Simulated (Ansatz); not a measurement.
**Single-point calculation, with input and output: W₁₂HS₂₄ (part 1 of 2)**

W₁₂HS₂₄ (defect cell, 37 atoms in the cell), computed with DFT PBE, scalar-relativistic, plane waves, PAW, spin-polarised (Ansatz 0.2.0).

The structure derives from a Materials Project entry.

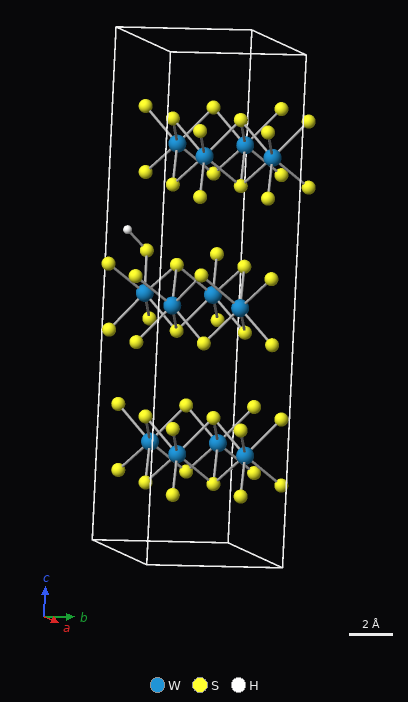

**Figure 1.** The input geometry (ball-and-stick view of the cell of the calculation, with the vacuum cut short, seen slightly off an axis; bonded neighbours outside the cell are drawn too). An atom can appear more than once, as a periodic image.

The input
```yaml
crystal:
  lattice:
    - [-3.182954, -5.513038, 0.0]
    - [3.182954, -5.513038, 0.0]
    - [-1.591477, -2.756519, 28.532218]
  atoms:
    - { symbol: W, position: [0.8373258259, 0.6663522459, 0.6590399993], spin: 0.15 }
    - { symbol: W, position: [0.3365960023, 0.6665530515, 0.6603312608] }
    - { symbol: W, position: [0.8385489367, 0.1654113, 0.6609675792] }
    - { symbol: W, position: [0.33504664, 0.1653561278, 0.6610247017] }
    - { symbol: W, position: [0.8778779329, 0.3363015967, 0.9176324239] }
    - { symbol: W, position: [0.3779062385, 0.3363771959, 0.9176335759] }
    - { symbol: W, position: [0.8780461761, 0.836183293, 0.9175973494] }
    - { symbol: W, position: [0.3779811471, 0.8361326522, 0.9175989434] }
    - { symbol: W, position: [0.6383464328, 0.3345908165, 0.400505677] }
    - { symbol: W, position: [0.1383363122, 0.3345902696, 0.4005125407] }
    - { symbol: W, position: [0.6383430087, 0.8345848905, 0.4005153957] }
    - { symbol: W, position: [0.1383382815, 0.8345895046, 0.4005147472] }
    - { symbol: S, position: [0.6837659773, 0.6696154944, 0.9726414065] }
    - { symbol: S, position: [0.1837626418, 0.669604471, 0.9726447318] }
    - { symbol: S, position: [0.6837728397, 0.1695369753, 0.972632725] }
    - { symbol: S, position: [0.1838143186, 0.1695414275, 0.9726240049] }
    - { symbol: S, position: [0.9441671824, 0.6679131948, 0.4555395323] }
    - { symbol: S, position: [0.4441758424, 0.6679054103, 0.4555327235] }
    - { symbol: S, position: [0.9441547328, 0.167933206, 0.4555301849] }
    - { symbol: S, position: [0.4441697374, 0.1679316415, 0.4555294696] }
    - { symbol: S, position: [0.9861822593, 0.3084417546, 0.7192091606], spin: 0.2 }
    - { symbol: S, position: [0.4754174129, 0.3338090095, 0.7155889515] }
    - { symbol: S, position: [0.9762792675, 0.8294220333, 0.7151946111] }
    - { symbol: S, position: [0.4793766147, 0.8292342211, 0.7152051598], spin: 0.2 }
    - { symbol: S, position: [0.7388437469, 0.6695283758, 0.8625722931] }
    - { symbol: S, position: [0.238785306, 0.6696299568, 0.8625523092] }
    - { symbol: S, position: [0.7389180699, 0.1695217082, 0.8626051775] }
    - { symbol: S, position: [0.2387480213, 0.1695000604, 0.8626108413], spin: 0.2 }
    - { symbol: S, position: [0.9991759809, 0.6679246998, 0.345501233] }
    - { symbol: S, position: [0.4991713142, 0.6679373755, 0.3454989381] }
    - { symbol: S, position: [0.9991928717, 0.1679114196, 0.3454963519] }
    - { symbol: S, position: [0.4991765483, 0.1679109755, 0.3454983602] }
    - { symbol: S, position: [0.5309261553, 0.3322683261, 0.6057538687] }
    - { symbol: S, position: [0.0315084502, 0.3314579755, 0.6055738383] }
    - { symbol: S, position: [0.5299568747, 0.8354322403, 0.6051028335] }
    - { symbol: S, position: [0.0295887181, 0.8354136292, 0.6051076271] }
    - { symbol: H, position: [0.0565230687, 0.1310749242, 0.7565308996], spin: 0.05 }
magnetization:
  spin_polarized: true
basis:
  ecutwfc: 420
  fft_grid_basis: typed
kpoints:
  mp_grid: { grid: [2, 2, 2] }
hamiltonian:
  xc: pbe
  pseudopotentials: { kind: paw }
scf:
  occupations: { method: gaussian, width: 0.05 }
output:
  forces: true
  stress: false
  eigenvalues: true
  bader: true
  write_density: true
  volumetric_format: npy
  populations: true
```

Run on 4 threads of Arm Neoverse V1, 24 GiB of memory available, shared host.

Command:
```bash
ansatz run input.yaml --threads 4 --pin off --max-ram 10240MiB --backend cpu --events-out ev --progress --plain --runs-dir out
```

Output
```
Engine: ansatz 0.2.0, aarch64-unknown-linux-gnu
Pseudopotentials: kind: paw
Pseudopotential: W, paw, valence charge 14, recommended cutoff 420 eV (normal), W.paw.azcp
Pseudopotential: S, paw, valence charge 6, recommended cutoff 420 eV (normal), S.paw.azcp
Pseudopotential: H, paw, valence charge 1, recommended cutoff 420 eV (normal), H.paw.azcp
Functional definition: PBE
  parameter kappa = 0.804
  parameter beta = 0.06672455060314922
  exchange = pbe_x(kappa = kappa, mu = beta*pi^2/3)
  correlation = pbe_c(beta = beta)
Crystal: 37 atoms, lattice volume = 1001.352 Å³
Basis set: ecut = 420 eV, 19635 PW (Γ), exchange–correlation on 90×90×384 points (8 copies of the dense FFT grid, shifted against one another)
Bands: 194, of which v1, the nominal top of the filled ones, is band 157 counted from 1 (156 counted from 0)
Symmetry: 1 space group operations
Space group: P1 (ITA 1), of the structure as read, at distance tolerance 1.0e-4 Å
Magnetic group: BNS 1.1 (UNI 1), of the structure as read, at distance tolerance 1.0e-4 Å
k-points: 8
Non-local potential: W, projectors of the file, l = 0: 3, l = 1: 2, l = 2: 2, l = 3: 1
Non-local potential: S, projectors of the file, l = 0: 2, l = 1: 2, l = 2: 2
Non-local potential: H, projectors of the file, l = 0: 2, l = 1: 1
PAW form: soft (Blöchl's): semilocal exchange-correlation on the pseudo side does not see the compensation charge
PAW one-centre angular grid: W, 590 points (default); XC on 64 Gauss nodes
PAW one-centre angular grid: S, 110 points (default); XC on 64 Gauss nodes
PAW one-centre angular grid: H, 110 points (default); XC on 64 Gauss nodes
Starting moments: Σ|m| = 0.8 μB on 5 of 37 sites
Initial wavefunctions: pseudopotential atomic-orbital guess
Functional: x = pbe(κ = 0.804, μ = 0.2195149727645171), c = pbe(β = 0.06672455060314922)
SCF iter   1: F=—  HF=-146315.064469 eV  |F-HF|=—  |Δ(HF+E_count)|=         —  Δρ=1.88e-2 (↑1.87e-2 ↓1.88e-2)  dr2=1.65e1  dr2_m=2.00e-2  M=0.404 μB ∫|m|=0.432 μB  β_m=0.30  ethr=3.10e-3  ⟨swp⟩=7.2  Hψ=14128  notcnv=0
Mixer restart at iter 1: flushing history
preconditioner: auto → Resta (q_TF=auto, 2.248 Å⁻¹)  ε∞=5.0  [insulator: Δε(μ)=0.075 eV  Ē_g=8.675 eV  σ=0.050 eV  W_gap=0.71  n_scr=184 (ndim 8)  ℏωp=17.3 eV  f_vac=0.319  D(μ)=4.62/eV (n_scr^D=8)  ε∞_Penn≈5.0  vacuum switching on, ρ_ref=5.5e-3 e/Å³]
spin=Collinear: Resta preconditioning applied to the charge; magnetization (m = ρ↑ − ρ↓) channel mixes plain (no charge-response kernel on spin).
SCF iter   2: F=—  HF=-146312.716198 eV  |F-HF|=—  |Δ(HF+E_count)|=    2.35e0  Δρ=1.23e-2 (↑1.21e-2 ↓1.23e-2)  dr2=6.89e0  dr2_m=1.18e-2  M=0.456 μB ∫|m|=0.488 μB  β_m=0.51  ethr=3.10e-3  ⟨swp⟩=3.0  Hψ=5139  notcnv=0  defer=434
SCF iter   3: F=—  HF=-146311.942939 eV  |F-HF|=—  |Δ(HF+E_count)|=   7.73e-1  Δρ=4.28e-3 (↑4.25e-3 ↓4.28e-3)  dr2=7.66e-1  dr2_m=2.52e-3  M=0.496 μB ∫|m|=0.540 μB  β_m=0.58  ethr=2.20e-3  ⟨swp⟩=2.0  Hψ=4616  notcnv=0  defer=434
SCF iter   4: F=—  HF=-146311.996564 eV  |F-HF|=—  |Δ(HF+E_count)|=   5.36e-2  Δρ=1.25e-3 (↑1.24e-3 ↓1.25e-3)  dr2=1.05e-1  dr2_m=2.23e-4  M=0.499 μB ∫|m|=0.560 μB  β_m=0.72  ethr=2.45e-4  ⟨swp⟩=3.1  Hψ=5139  notcnv=0  defer=444
SCF iter   5: F=—  HF=-146312.000086 eV  |F-HF|=—  |Δ(HF+E_count)|=   3.52e-3  Δρ=5.40e-4 (↑5.40e-4 ↓5.26e-4)  dr2=4.36e-2  dr2_m=1.34e-5  M=0.500 μB ∫|m|=0.568 μB  β_m=0.69  ethr=3.37e-5  ⟨swp⟩=2.0  Hψ=4983  notcnv=0  defer=460
SCF iter   6: F=—  HF=-146312.000504 eV  |F-HF|=—  |Δ(HF+E_count)|=   4.17e-4  Δρ=2.68e-4 (↑2.68e-4 ↓2.66e-4)  dr2=5.95e-3  dr2_m=3.82e-6  M=0.500 μB ∫|m|=0.569 μB  β_m=0.79  ethr=1.39e-5  ⟨swp⟩=2.0  Hψ=4129  notcnv=0  defer=444
SCF iter   7: F=—  HF=-146312.002347 eV  |F-HF|=—  |Δ(HF+E_count)|=   1.84e-3  Δρ=1.71e-4 (↑1.71e-4 ↓1.70e-4)  dr2=3.40e-3  dr2_m=3.76e-7  M=0.500 μB ∫|m|=0.570 μB  β_m=0.71  ethr=1.90e-6  ⟨swp⟩=2.4  Hψ=4678  notcnv=0  defer=462
SCF iter   8: F=—  HF=-146312.002140 eV  |F-HF|=—  |Δ(HF+E_count)|=   2.08e-4  Δρ=6.35e-5 (↑6.31e-5 ↓6.35e-5)  dr2=4.45e-4  dr2_m=1.85e-7  M=0.500 μB ∫|m|=0.570 μB  β_m=0.71  ethr=1.09e-6  ⟨swp⟩=2.0  Hψ=4318  notcnv=0  defer=460
SCF iter   9: F=—  HF=-146312.002121 eV  |F-HF|=—  |Δ(HF+E_count)|=   1.85e-5  Δρ=1.96e-5 (↑1.93e-5 ↓1.96e-5)  dr2=3.34e-5  dr2_m=2.59e-8  M=0.500 μB ∫|m|=0.570 μB  β_m=0.79  ethr=1.42e-7  ⟨swp⟩=2.0  Hψ=4297  notcnv=0  defer=460
SCF iter  10: F=—  HF=-146312.002125 eV  |F-HF|=—  |Δ(HF+E_count)|=   4.10e-6  Δρ=1.23e-5 (↑1.23e-5 ↓1.23e-5)  dr2=2.24e-5  dr2_m=5.37e-9  M=0.500 μB ∫|m|=0.570 μB  β_m=0.71  ethr=1.07e-8  ⟨swp⟩=2.4  Hψ=4855  notcnv=0  defer=462
SCF iter  11: F=—  HF=-146312.002125 eV  |F-HF|=—  |Δ(HF+E_count)|=   9.56e-8  Δρ=4.30e-6 (↑4.30e-6 ↓4.19e-6)  dr2=1.72e-6  dr2_m=2.00e-9  M=0.500 μB ∫|m|=0.570 μB  β_m=0.72  ethr=7.14e-9  ⟨swp⟩=2.0  Hψ=4108  notcnv=0  defer=462
SCF iter  12: F=—  HF=-146312.002126 eV  |F-HF|=—  |Δ(HF+E_count)|=   2.83e-7  Δρ=2.08e-6 (↑2.08e-6 ↓2.07e-6)  dr2=3.88e-7  dr2_m=4.20e-10  M=0.500 μB ∫|m|=0.570 μB  β_m=0.75  ethr=5.48e-10  ⟨swp⟩=2.6  Hψ=4811  notcnv=0  defer=462
SCF iter  13: F=—  HF=-146312.002126 eV  |F-HF|=—  |Δ(HF+E_count)|=   1.16e-7  Δρ=1.60e-6 (↑1.59e-6 ↓1.60e-6)  dr2=2.92e-7  dr2_m=8.21e-11  M=0.500 μB ∫|m|=0.570 μB  β_m=0.65  ethr=1.24e-10  ⟨swp⟩=2.2  Hψ=4819  notcnv=0  defer=462
SCF iter  14: F=-146312.002126 eV  HF=-146312.002126 eV  |F-HF|=1.79e-8  |Δ(HF+E_count)|=   1.83e-8  Δρ=5.90e-7 (↑5.90e-7 ↓5.79e-7)  dr2=3.19e-8  dr2_m=2.08e-11  M=0.500 μB ∫|m|=0.570 μB  ethr=3.19e-11  ⟨swp⟩=11.3  Hψ=14830  notcnv=0
SCF 1 converged in 14 iterations: F = -146312.002126 eV  dr2 = 3.19e-8
  greatest PAW one-centre occupation: 1.000 electrons in one spin orbital (limit 2), on the W atom at site 0 (counted from 0), in its partial waves of l = 0
```

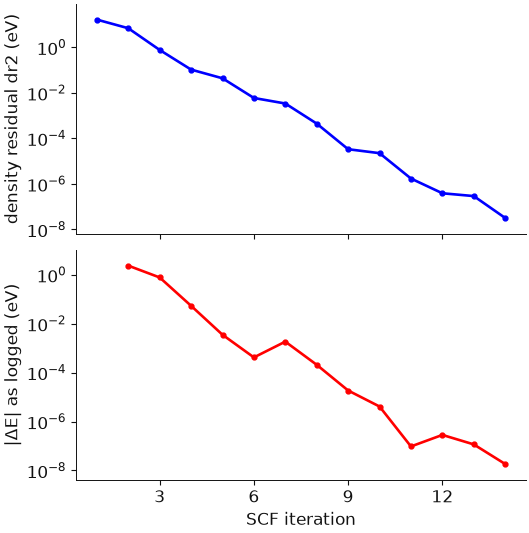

**Figure 2.** Convergence of the self-consistent field: density residual dr2 and size of the energy change against the SCF iteration. The residual falls at every step.

```
SCF converged after 14 iterations
Magnetization: 0.4997 μB (156.7498 up, 156.2502 down)
Absolute magnetization: 0.5716 μB (∫|ρ↑−ρ↓|, with the PAW one-centre terms)
Spin contamination: 0.0024 ħ² per cell (⟨S²⟩ above its minimum at these occupations)
Per-site moments (μB) at R_I (Å): [(0.14555338393615352, 0.9879304296698765), (0.000994920033530338, 0.995048737466752), (0.014977170668844485, 0.995602707427835), (0.015153294685918948, 0.9954877024439706), (0.0012059021112807112, 0.9968590342259989), (0.0016117699162988039, 0.9967258620520655), (0.0002589329752059751, 0.9967729458799909), (0.00023842247779358802, 0.996791989174012), (5.9020748969277176e-5, 0.9968983559056948), (0.00014075550472330366, 0.9969123039505481), (1.2375647665913745e-5, 0.9969193614739273), (1.0312667889516662e-5, 0.9969281850957703), (0.00015694591217111332, 0.9968590342259989), (1.824731010654171e-5, 0.9967258620520655), (9.850253874706616e-5, 0.9968743579959359), (8.902895346991775e-5, 0.9969223506499146), (3.3967409002438385e-5, 0.9970123075575166), (2.0427723700463915e-5, 0.9969644617494186), (6.264735767925596e-5, 0.9969527674760885), (6.025473895501964e-5, 0.9969547541637808), (0.012686762515274516, 0.5963597593536805), (0.008233070758158241, 0.9977794743886237), (0.004496521985705387, 0.995048737466752), (0.004511205186549045, 0.995157908619439), (0.0002637219117031767, 0.997055274255284), (0.00015482099678828043, 0.9969665365076334), (0.0004501496558955062, 0.9967729458799909), (0.00042766403343884644, 0.996791989174012), (-7.740059341731871e-7, 0.9969123039505481), (2.395661275313254e-6, 0.9968983559056948), (1.4742190813777523e-5, 0.9969098530379515), (1.4428362878803196e-5, 0.9969145717585908), (0.010821162219197482, 0.995252861984598), (0.005503815267906115, 0.9879304296698765), (0.0022007403291740488, 0.9905111401548804), (0.0022310040731520694, 0.9905104815133122), (0.05097162757665669, 0.5963597593536805)]
Free energy (F): -146312.002126 eV
Harris-Foulkes:  -146312.002126 eV  (|F-HF|=1.79e-8)
Internal energy: -146312.002084 eV  (E = F + TS)
E sigma→0 (E₀):  -146312.002105 eV
Entropy (-TS):   -0.000041 eV (-0.001 meV/atom)
Fermi energy:    6.250552 eV
--- Per-component energies (eV) ---
  E_band       = -4106.605664
  E_kinetic    = 7997.481299
  E_local      = -109143.335009  (includes V_loc(G=0)·N_el)
  E_nonlocal   = 689.490893
  E_hartree    = 51478.093948
  E_xc         = -5549.671699
  E_vxc        = -4984.934431  (∫ρ·V_xc dr)
  E_paw        = -117157.695245  (= ΣΔE_a)
  E_vpaw       = -1621.487434  (= ΣTr[D̂ρ^β])
  E_aug_tail   = -0.001837  (compensation charges beyond the density's cutoff)
  E_ewald      = 25373.635565
  E_smearing   = -0.000041  (= −TS)
  E_closure    = 0.000000  (closes the sum)
  Σ components = -146312.002126   (vs F -146312.002126, Δ=0.00e0)
--- Forces (eV/Å), atoms counted from 1 ---
  atom   1  W     -0.00168128    -0.00409743     0.00419124
  atom   2  W     -0.01326508     0.00538973     0.00478981
  atom   3  W      0.01270024    -0.00226323     0.03602500
  atom   4  W      0.00380889    -0.02202162     0.00136407
  atom   5  W     -0.01259385    -0.00016490     0.00051741
  atom   6  W     -0.00156238     0.00594006    -0.00297312
  atom   7  W      0.00240424    -0.00305790     0.00292463
  atom   8  W      0.00938278    -0.00186089     0.00179932
  atom   9  W     -0.00042214     0.00074262    -0.00071672
  atom  10  W     -0.00117874     0.00027624    -0.00114512
  atom  11  W      0.00110074    -0.00020093    -0.00162924
  atom  12  W      0.00044873    -0.00050033    -0.00119455
  atom  13  S      0.00072954    -0.00035017    -0.00406216
  atom  14  S      0.00031059     0.00000491    -0.00289346
  atom  15  S     -0.00018375     0.00016435     0.00047556
  atom  16  S     -0.00068816    -0.00010362     0.00113036
  atom  17  S     -0.00006842     0.00012991     0.00009296
  atom  18  S     -0.00000638     0.00040691     0.00052937
  atom  19  S      0.00010570     0.00015375     0.00126747
  atom  20  S      0.00027236     0.00004228     0.00141741
  atom  21  S     -0.01789420     0.01072197    -0.03921431
  atom  22  S      0.00329779     0.00476046     0.01337824
  atom  23  S      0.00249144    -0.01432609    -0.00183978
  atom  24  S      0.02448223     0.00913650     0.00205998
  atom  25  S      0.00093104    -0.00005240     0.00362186
  atom  26  S     -0.00235659     0.00025463     0.00258193
  atom  27  S      0.00187902     0.00048204    -0.00279881
  atom  28  S      0.00238853    -0.00107135    -0.00197939
  atom  29  S     -0.00007780    -0.00013132    -0.00011381
  atom  30  S     -0.00011304    -0.00013504    -0.00040779
  atom  31  S      0.00003079    -0.00017983    -0.00038521
  atom  32  S      0.00001680    -0.00018732    -0.00083867
  atom  33  S     -0.00874390     0.00656441    -0.01837246
  atom  34  S     -0.00585396    -0.00078315    -0.00860176
  atom  35  S      0.00426536     0.00297509     0.00274936
  atom  36  S     -0.00218770    -0.00198525    -0.00579203
  atom  37  H     -0.00217174     0.00532861     0.01399025
  max |Σ_I F_I| component: 5.22e-5 eV/Å
--- Band table (eV; the first three rows and the last of 16) ---
```
